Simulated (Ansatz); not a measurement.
PtTe2: single-point calculation (part 1 of 2)

The run: single-point calculation of PtTe2 (6 atoms in the cell). Method and program: DFT LDA+U+J, non-collinear, scalar-relativistic, plane waves, PAW, U = 4 eV, J = 0.5 eV on Pt atom 3 d; U = 4 eV, J = 0.5 eV on Pt atom 6 d (Ansatz 0.2.0).

The structure derives from an entry of the Crystallography Open Database. It belongs to a series of runs on one base structure; here: canted directions free. Figures and captions count atoms from 1; the log counts them from 0 in places.

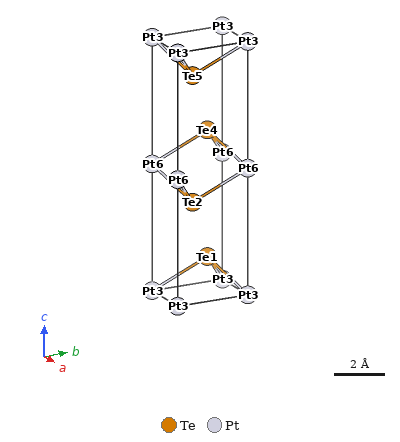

Figure 1. The structure as given in the input (ball-and-stick view of the cell of the calculation, seen slightly off an axis; atoms are numbered from 1 in the order of the input). Near neighbours in the crystal (not all of them lie inside the picture): Te has 3 Pt at 2.66 Å; Pt has 6 Te at 2.66 Å.

Summary:

```csv
quantity,value
outcome,converged
space group (tolerance 0.01 Å),P-3m1 (164)
electrons treated,100
free energy,−51798.3564 eV
Fermi energy,13.561 eV
gap on the k-point mesh,none (metallic)
net moment of the cell,0.00 μB
integrated absolute moment,0.00 μB
pressure,1.19 GPa
largest force (length of the vector),0.619 eV/Å
hardware,"4 threads of Intel Xeon @ 2.50GHz (Skylake/Cascade Lake), 189 GiB of memory available, shared host"
wall time,3.7 min (CPU time 10 min)
peak memory,1.8 GiB
```

Remarks:

The program warns: some starting moments were not kept; the typed occupations were not kept.

Input:
```yaml
crystal:
  lattice:
    - [4.01799945, 0.0, 0.0]
    - [-2.00899973, 3.4796896, 0.0]
    - [0.0, 0.0, 10.42399866]
  atoms:
    - { symbol: Te, position: [0.3333333333, 0.6666666667, 0.125] }
    - { symbol: Te, position: [0.6666666667, 0.3333333333, 0.375] }
    - { symbol: Pt, position: [0.0, 0.0, 0.0], spin: 4.0, spin_axis: [0.0, 0.0, 1.0] }
    - { symbol: Te, position: [0.3333333333, 0.6666666667, 0.625] }
    - { symbol: Te, position: [0.6666666667, 0.3333333333, 0.875] }
    - { symbol: Pt, position: [0.0, 0.0, 0.5], spin: 4.0, spin_axis: [0.866025, 0.0, 0.5] }
basis:
  ecutwfc: 420
  ecutrho_ratio: 4
kpoints:
  mp_grid: { grid: [6, 6, 2] }
hamiltonian:
  xc: lda
  hubbard:
    sites:
      - { site: 2, l: d, u: 4.0, j: 0.5, starting_ns: [{ occupation_matrix: s2 }] }
      - { site: 5, l: d, u: 4.0, j: 0.5, starting_ns: [{ occupation_matrix: s5 }] }
    occupation_matrices:
      s2:
        spinor_matrix:
          - [[0.97, 0.0], [0.0, 0.0], [0.0, 0.0], [0.0, 0.0], [0.0, 0.0], [0.0, 0.0], [0.0, 0.0], [0.0, 0.0], [0.0, 0.0], [0.0, 0.0]]
          - [[0.0, 0.0], [0.97, 0.0], [0.0, 0.0], [0.0, 0.0], [0.0, 0.0], [0.0, 0.0], [0.0, 0.0], [0.0, 0.0], [0.0, 0.0], [0.0, 0.0]]
          - [[0.0, 0.0], [0.0, 0.0], [0.97, 0.0], [0.0, 0.0], [0.0, 0.0], [0.0, 0.0], [0.0, 0.0], [0.0, 0.0], [0.0, 0.0], [0.0, 0.0]]
          - [[0.0, 0.0], [0.0, 0.0], [0.0, 0.0], [0.97, 0.0], [0.0, 0.0], [0.0, 0.0], [0.0, 0.0], [0.0, 0.0], [0.0, 0.0], [0.0, 0.0]]
          - [[0.0, 0.0], [0.0, 0.0], [0.0, 0.0], [0.0, 0.0], [0.97, 0.0], [0.0, 0.0], [0.0, 0.0], [0.0, 0.0], [0.0, 0.0], [0.0, 0.0]]
          - [[0.0, 0.0], [0.0, 0.0], [0.0, 0.0], [0.0, 0.0], [0.0, 0.0], [0.02, 0.0], [0.0, 0.0], [0.0, 0.0], [0.0, 0.0], [0.0, 0.0]]
          - [[0.0, 0.0], [0.0, 0.0], [0.0, 0.0], [0.0, 0.0], [0.0, 0.0], [0.0, 0.0], [0.39551, 0.0], [0.0, 0.0], [0.0, 0.0], [-0.46446, 0.0]]
          - [[0.0, 0.0], [0.0, 0.0], [0.0, 0.0], [0.0, 0.0], [0.0, 0.0], [0.0, 0.0], [0.0, 0.0], [0.02, 0.0], [0.0, 0.0], [0.0, 0.0]]
          - [[0.0, 0.0], [0.0, 0.0], [0.0, 0.0], [0.0, 0.0], [0.0, 0.0], [0.0, 0.0], [0.0, 0.0], [0.0, 0.0], [0.02, 0.0], [0.0, 0.0]]
          - [[0.0, 0.0], [0.0, 0.0], [0.0, 0.0], [0.0, 0.0], [0.0, 0.0], [0.0, 0.0], [-0.46446, 0.0], [0.0, 0.0], [0.0, 0.0], [0.59449, 0.0]]
      s5:
        spinor_matrix:
          - [[0.7325, 0.0], [0.0, 0.0], [0.0, 0.0], [0.0, 0.0], [0.0, 0.0], [0.41136, 0.0], [0.0, 0.0], [0.0, 0.0], [0.0, 0.0], [0.0, 0.0]]
          - [[0.0, 0.0], [0.82638, 0.0], [0.0, 0.0], [0.0, 0.0], [-0.11612, 0.0], [0.0, 0.0], [0.24876, 0.0], [0.0, 0.0], [0.0, 0.0], [0.20112, 0.0]]
          - [[0.0, 0.0], [0.0, 0.0], [0.7325, 0.0], [0.0, 0.0], [0.0, 0.0], [0.0, 0.0], [0.0, 0.0], [0.41136, 0.0], [0.0, 0.0], [0.0, 0.0]]
          - [[0.0, 0.0], [0.0, 0.0], [0.0, 0.0], [0.7325, 0.0], [0.0, 0.0], [0.0, 0.0], [0.0, 0.0], [0.0, 0.0], [0.41136, 0.0], [0.0, 0.0]]
          - [[0.0, 0.0], [-0.11612, 0.0], [0.0, 0.0], [0.0, 0.0], [0.87612, 0.0], [0.0, 0.0], [0.20112, 0.0], [0.0, 0.0], [0.0, 0.0], [0.1626, 0.0]]
          - [[0.41136, 0.0], [0.0, 0.0], [0.0, 0.0], [0.0, 0.0], [0.0, 0.0], [0.2575, 0.0], [0.0, 0.0], [0.0, 0.0], [0.0, 0.0], [0.0, 0.0]]
          - [[0.0, 0.0], [0.24876, 0.0], [0.0, 0.0], [0.0, 0.0], [0.20112, 0.0], [0.0, 0.0], [0.53913, 0.0], [0.0, 0.0], [0.0, 0.0], [-0.34835, 0.0]]
          - [[0.0, 0.0], [0.0, 0.0], [0.41136, 0.0], [0.0, 0.0], [0.0, 0.0], [0.0, 0.0], [0.0, 0.0], [0.2575, 0.0], [0.0, 0.0], [0.0, 0.0]]
          - [[0.0, 0.0], [0.0, 0.0], [0.0, 0.0], [0.41136, 0.0], [0.0, 0.0], [0.0, 0.0], [0.0, 0.0], [0.0, 0.0], [0.2575, 0.0], [0.0, 0.0]]
          - [[0.0, 0.0], [0.20112, 0.0], [0.0, 0.0], [0.0, 0.0], [0.1626, 0.0], [0.0, 0.0], [-0.34835, 0.0], [0.0, 0.0], [0.0, 0.0], [0.68837, 0.0]]
    ns_hold: { iters: 8 }
scf:
  occupations: { method: gaussian, width: 0.05 }
  lower_state_search: "off"
  max_iter: 150
output:
  forces: true
  stress: true
  eigenvalues: true
  populations: true
  hubbard: { sites: [{ site: 2, l: d }, { site: 5, l: d }] }
  write_density: true
  write_potential: true
  elf: true
  volumetric_format: npy
magnetization:
  noncollinear: true
  spin_orbit: false
```

Launched with:
```bash
ansatz run input.yaml --threads 4 --pin off --max-ram 6144MiB --backend cpu --events-out ev --progress --plain --runs-dir out
```

What the program printed:
```
Te: projections on atomic orbitals take those of the free atom [Kr] 4d10 5s2 5p4, of charge +0.00 (hamiltonian.pseudopotentials.projection_atoms); the dataset's partial waves leave at most 7.8e-6 of an orbital's norm unspanned inside its sphere
Pt: projections on atomic orbitals take those of the free atom [Kr 4d10 4f14] 5s2 5p6 5d9 6s1, of charge +0.00 (hamiltonian.pseudopotentials.projection_atoms); the dataset's partial waves leave at most 9.1e-5 of an orbital's norm unspanned inside its sphere
Engine: ansatz 0.2.0, x86_64-unknown-linux-gnu
Pseudopotentials: kind: paw
Pseudopotential: Te, paw, valence charge 16, recommended cutoff 420 eV (normal), Te.paw.azcp
Pseudopotential: Pt, paw, valence charge 18, recommended cutoff 420 eV (normal), Pt.paw.azcp
Functional definition: SPW92
  exchange = slater_x
  correlation = pw_c
Crystal: 6 atoms, lattice volume = 145.742 Å³
Basis set: ecut = 420 eV, 2855 PW (Γ)
Bands: 120, of which v1, the nominal top of the filled ones, is band 100 counted from 1 (99 counted from 0)
Symmetry: 2 space group operations
Magnetic group: BNS 2.4 (UNI 4), of the structure as read, at distance tolerance 5.3e-5 Å
k-points: 40 of 72
Non-local potential: Te, projectors of the file, l = 0: 2, l = 1: 2, l = 2: 2, l = 3: 2
Non-local potential: Pt, projectors of the file, l = 0: 3, l = 1: 2, l = 2: 2, l = 3: 1
PAW form: soft (Blöchl's): semilocal exchange-correlation on the pseudo side does not see the compensation charge
PAW frozen core: Te, regenerated for the run's functional, and the local potential with it (the file was generated under x = pbe(κ = 0.804, μ = 0.2195149727645171), c = pbe(β = 0.06672455060314922))
PAW frozen core: Pt, regenerated for the run's functional, and the local potential with it (the file was generated under x = pbe(κ = 0.804, μ = 0.2195149727645171), c = pbe(β = 0.06672455060314922))
PAW one-centre angular grid: Te, 590 points (default); XC on 64 Gauss nodes
PAW one-centre angular grid: Pt, 590 points (default); XC on 64 Gauss nodes
Initial density: superposition of atomic densities (chi_scale 0.1, normalization cell)
Starting moments: Σ|m| = 8 μB on 2 of 6 sites
Initial wavefunctions: pseudopotential atomic-orbital guess
Functional: x = slater, c = lda
SCF iter   1: F=—  HF=-51787.482044 eV  |F-HF|=—  |Δ(HF+E_count)|=         —  Δρ=1.34e-1  dr2=7.39e0  dr2_m=9.59e0  ethr=3.10e-3  |M|=1.45e0 ∫|m|=3.04e0 μB  |m|>n=0.0e0 m-floor=0.0e0 τ_xc=9.2e-17  β_m=0.30  ⟨swp⟩=6.0  Hψ=17467  notcnv=0  defer=96
preconditioner: auto → Kerker (q_TF=auto, 2.562 Å⁻¹)  [metal: Δε(μ)=0.014 eV  Ē_g=9.352 eV  σ=0.050 eV  W_gap=0.16  n_scr=50 (ndim 8)  ℏωp=20.4 eV  f_vac=0.006  D(μ)=4.77/eV (n_scr^D=38)]
spin=Noncollinear: Kerker preconditioning applied to the charge; magnetization (m_x, m_y, m_z) channels mix plain (no charge-response kernel on spin).
SCF iter   2: F=—  HF=-51787.443716 eV  |F-HF|=—  |Δ(HF+E_count)|=   3.83e-2  Δρ=1.05e-1  dr2=1.14e0  dr2_m=5.89e0  ethr=3.10e-3  |M|=8.60e-1 ∫|m|=2.47e0 μB  |m|>n=0.0e0 m-floor=0.0e0 τ_xc=5.1e-17  β_m=0.30  ⟨swp⟩=2.5  Hψ=6720  notcnv=0  defer=484
SCF iter   3: F=—  HF=-51787.895006 eV  |F-HF|=—  |Δ(HF+E_count)|=   4.51e-1  Δρ=7.80e-2  dr2=1.71e-1  dr2_m=3.26e0  ethr=1.14e-3  |M|=7.58e-1 ∫|m|=2.13e0 μB  |m|>n=0.0e0 m-floor=0.0e0 τ_xc=3.2e-17  β_m=0.30  ⟨swp⟩=2.5  Hψ=6021  notcnv=0  defer=499
SCF iter   4: F=—  HF=-51788.252570 eV  |F-HF|=—  |Δ(HF+E_count)|=   3.58e-1  Δρ=5.67e-2  dr2=6.92e-2  dr2_m=1.72e0  ethr=1.71e-4  |M|=7.22e-1 ∫|m|=1.98e0 μB  |m|>n=0.0e0 m-floor=0.0e0 τ_xc=2.1e-17  β_m=0.30  ⟨swp⟩=2.1  Hψ=6741  notcnv=0  defer=501
SCF iter   5: F=—  HF=-51788.439700 eV  |F-HF|=—  |Δ(HF+E_count)|=   1.87e-1  Δρ=4.07e-2  dr2=1.20e-2  dr2_m=8.91e-1  ethr=6.92e-5  |M|=7.08e-1 ∫|m|=1.92e0 μB  |m|>n=0.0e0 m-floor=0.0e0 τ_xc=1.3e-17  β_m=0.30  ⟨swp⟩=2.0  Hψ=6042  notcnv=0  defer=501
SCF iter   6: F=—  HF=-51788.541864 eV  |F-HF|=—  |Δ(HF+E_count)|=   1.02e-1  Δρ=2.92e-2  dr2=6.33e-3  dr2_m=4.59e-1  ethr=1.20e-5  |M|=7.02e-1 ∫|m|=1.88e0 μB  |m|>n=0.0e0 m-floor=0.0e0 τ_xc=9.8e-18  β_m=0.30  ⟨swp⟩=3.2  Hψ=9817  notcnv=0  defer=488
SCF iter   7: F=—  HF=-51788.593867 eV  |F-HF|=—  |Δ(HF+E_count)|=   5.20e-2  Δρ=2.14e-2  dr2=7.35e-4  dr2_m=2.48e-1  ethr=6.33e-6  |M|=6.95e-1 ∫|m|=1.81e0 μB  |m|>n=0.0e0 m-floor=0.0e0 τ_xc=7.4e-18  β_m=0.30  ⟨swp⟩=2.0  Hψ=8850  notcnv=0  defer=488
Mixer restart at iter 7: flushing history
spin-set hold released at iteration 7 (site moments contracting): the magnetisation degrees of freedom join the quasi-Newton model from the next iteration; the mixer history was flushed
SCF iter   8: F=—  HF=-51788.622530 eV  |F-HF|=—  |Δ(HF+E_count)|=   2.87e-2  Δρ=1.56e-2  dr2=8.12e-4  dr2_m=1.31e-1  ethr=7.35e-7  |M|=6.92e-1 ∫|m|=1.77e0 μB  |m|>n=0.0e0 m-floor=0.0e0 τ_xc=6.3e-18  β_m=0.65  ⟨swp⟩=2.0  Hψ=8154  notcnv=0  defer=488
SCF iter   9: F=—  HF=-51788.655241 eV  |F-HF|=—  |Δ(HF+E_count)|=   3.27e-2  Δρ=3.25e-4  dr2=1.39e-4  dr2_m=5.74e-5  ethr=7.35e-7  |M|=6.84e-1 ∫|m|=1.66e0 μB  |m|>n=0.0e0 m-floor=0.0e0 τ_xc=3.2e-18  β_m=0.65  ⟨swp⟩=3.0  Hψ=9803  notcnv=0  defer=488
Mixer restart at iter 9: flushing history
SCF iter  10: F=—  HF=-51788.686858 eV  |F-HF|=—  |Δ(HF+E_count)|=         —  Δρ=3.47e-4  dr2=1.59e-4  dr2_m=6.57e-5  ethr=1.39e-7  |M|=6.84e-1 ∫|m|=1.65e0 μB  |m|>n=0.0e0 m-floor=0.0e0 τ_xc=3.5e-18  β_m=0.65  ⟨swp⟩=1.4  Hψ=4974  notcnv=0  defer=485
SCF iter  11: F=—  HF=-51796.710536 eV  |F-HF|=—  |Δ(HF+E_count)|=    8.02e0  Δρ=1.43e-2  dr2=5.84e-1  dr2_m=9.61e-2  ethr=1.39e-7  |M|=4.28e-1 ∫|m|=9.06e-1 μB  |m|>n=0.0e0 m-floor=0.0e0 τ_xc=3.2e-18  β_m=0.34  ⟨swp⟩=5.1  Hψ=12677  notcnv=0  defer=485
SCF iter  12: F=—  HF=-51797.695605 eV  |F-HF|=—  |Δ(HF+E_count)|=   9.85e-1  Δρ=1.14e-2  dr2=1.29e-1  dr2_m=6.78e-2  ethr=1.39e-7  |M|=2.43e-1 ∫|m|=6.63e-1 μB  |m|>n=0.0e0 m-floor=0.0e0 τ_xc=2.0e-18  β_m=0.79  ⟨swp⟩=4.8  Hψ=15454  notcnv=0  defer=486
SCF iter  13: F=—  HF=-51798.343361 eV  |F-HF|=—  |Δ(HF+E_count)|=   6.48e-1  Δρ=4.63e-3  dr2=4.37e-3  dr2_m=1.09e-2  ethr=1.39e-7  |M|=3.41e-2 ∫|m|=1.46e-1 μB  |m|>n=0.0e0 m-floor=0.0e0 τ_xc=2.4e-19  β_m=0.90  ⟨swp⟩=4.9  Hψ=15470  notcnv=0  defer=486
SCF iter  14: F=—  HF=-51798.356104 eV  |F-HF|=—  |Δ(HF+E_count)|=   1.27e-2  Δρ=7.45e-4  dr2=1.39e-3  dr2_m=2.79e-4  ethr=1.39e-7  |M|=6.15e-3 ∫|m|=2.39e-2 μB  |m|>n=0.0e0 m-floor=0.0e0 τ_xc=6.7e-21  β_m=0.95  ⟨swp⟩=3.3  Hψ=13401  notcnv=0  defer=482
SCF iter  15: F=—  HF=-51798.356267 eV  |F-HF|=—  |Δ(HF+E_count)|=   1.62e-4  Δρ=1.46e-4  dr2=8.78e-5  dr2_m=3.77e-6  ethr=1.39e-7  |M|=1.15e-3 ∫|m|=3.03e-3 μB  |m|>n=0.0e0 m-floor=0.0e0 τ_xc=3.0e-22  β_m=0.95  ⟨swp⟩=2.9  Hψ=8569  notcnv=0  defer=482
SCF iter  16: F=—  HF=-51798.356382 eV  |F-HF|=—  |Δ(HF+E_count)|=   1.15e-4  Δρ=7.07e-5  dr2=1.92e-5  dr2_m=2.42e-7  ethr=8.78e-8  |M|=4.73e-4 ∫|m|=6.16e-4 μB  |m|>n=0.0e0 m-floor=0.0e0 τ_xc=1.7e-23  β_m=0.97  ⟨swp⟩=3.0  Hψ=7661  notcnv=0  defer=482
SCF iter  17: F=—  HF=-51798.356378 eV  |F-HF|=—  |Δ(HF+E_count)|=   3.94e-6  Δρ=1.93e-5  dr2=1.59e-6  dr2_m=8.36e-8  ethr=1.92e-8  |M|=1.22e-4 ∫|m|=4.48e-4 μB  |m|>n=0.0e0 m-floor=0.0e0 τ_xc=5.2e-24  β_m=0.95  ⟨swp⟩=2.0  Hψ=6016  notcnv=0  defer=482
SCF iter  18: F=—  HF=-51798.356378 eV  |F-HF|=—  |Δ(HF+E_count)|=   2.21e-7  Δρ=8.17e-6  dr2=2.36e-7  dr2_m=8.67e-9  ethr=1.59e-9  |M|=6.10e-5 ∫|m|=1.56e-4 μB  |m|>n=0.0e0 m-floor=0.0e0 τ_xc=6.6e-25  β_m=0.98  ⟨swp⟩=2.3  Hψ=6380  notcnv=0  defer=482
iter 19 did not close the SCF: its close was put off for a magnetic moment that had not settled (scf_convergence_deferred on its scf_iter line)
SCF iter  19: F=-51798.356378 eV  HF=-51798.356378 eV  |F-HF|=7.69e-9  |Δ(HF+E_count)|=   2.69e-8  Δρ=2.90e-6  dr2=2.03e-8  dr2_m=3.06e-10  ethr=1.00e-10  |M|=1.84e-6 ∫|m|=1.81e-5 μB  |m|>n=0.0e0 m-floor=0.0e0 τ_xc=4.8e-28  β_m=0.99  ⟨swp⟩=16.1  Hψ=35053  notcnv=0
SCF iter  20: F=-51798.356378 eV  HF=-51798.356378 eV  |F-HF|=7.93e-10  |Δ(HF+E_count)|=   2.04e-9  Δρ=9.82e-7  dr2=2.65e-9  dr2_m=1.89e-11  ethr=2.03e-11  |M|=4.38e-7 ∫|m|=6.49e-6 μB  |m|>n=0.0e0 m-floor=0.0e0 τ_xc=6.6e-29  ⟨swp⟩=5.5  Hψ=24364  notcnv=0
WARN: the starting moments were not kept: the SCF closed with an absolute magnetisation of 6.4e-6 μB, where they sum to 8 μB in size (2 sites). That is at most 0.1 of that sum. Measured as dr2_m measures the in/out step, that magnetisation stands 4.6e-12 eV from none, at or under the dr2_threshold of 1.0e-7 eV: it is no larger than a step whose dr2_m would equal this threshold. The system may hold no moment; this SCF shows only that its start led to no more than that. To try another start: raise the starting moments (crystal.atoms[].spin, magnetization.per_species, magnetization.initial_magnetization, or on a non-collinear deck that types none of these the spinor_matrix: blocks that start its atoms; where the total moment is fixed, keep their sum and leave initial_magnetization as it is; typed ones take the place of any that the run laid by itself, positive ones on a crystal's lanthanoids without a Hubbard term where scf.initial_density.shell_occupations: [] is typed) or, if the notice of its spin-set hold's release reads "site moments contracting" or "site moments show no strong build", lengthen the hold (scf.mixing.spin_hold: { on: { confirm: 4 } }; for m-r²SCAN on two components see the key's manual first). Each may lead to a state that holds a moment. A second SCF, from the converged charge density, with the starting moments and any scf.initial_density.shell_occupations laid on it anew, would have followed, and was not run: the deck does not ask for one (magnetization.retry_lost_moments is false, the default). To let it run, set magnetization.retry_lost_moments: true and run the deck again, where that key's refused combinations let it; where memory then withholds it, that run's warning says so.
WARN: hamiltonian.hubbard: on 2 of 2 specified blocks the occupation matrix of this SCF's result fails the test of the specified filling. At site 2 (sites count from 0 in the list of atoms of the cell that this SCF solves) the least filled combination of the orbitals specified full has occupation 0.800, and the fullest combination of the orbitals specified empty has occupation 0.978; the filling counts as kept where the first is at least 0.75 and exceeds the second by more than 0.25. The same holds at site 5. The state of this SCF's result may not hold the specified filling, though these bounds can also misjudge a state that does. This warning does not say which state is lower in energy, or whether the specified filling is a self-consistent state at all; see hamiltonian.hubbard.sites[].starting_ns, Limitations, and scf.initial_density.shell_occupations in the input reference
SCF 1 converged in 20 iterations: F = -51798.356378 eV  dr2 = 2.65e-9
  greatest PAW one-centre occupation: 1.000 electrons in one spin orbital (limit 2), on the Pt atom at site 2 (counted from 0), in its partial waves of l = 0
```

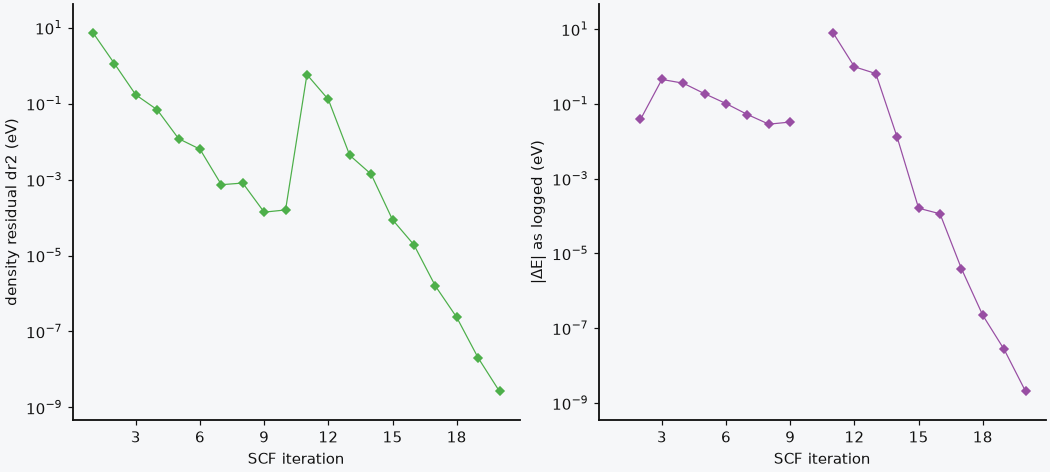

Figure 2. Convergence of the self-consistent field: density residual dr2 and size of the energy change against the SCF iteration. The residual comes down, with one marked jump up, by a factor of about 4 × 10³, at step 11.
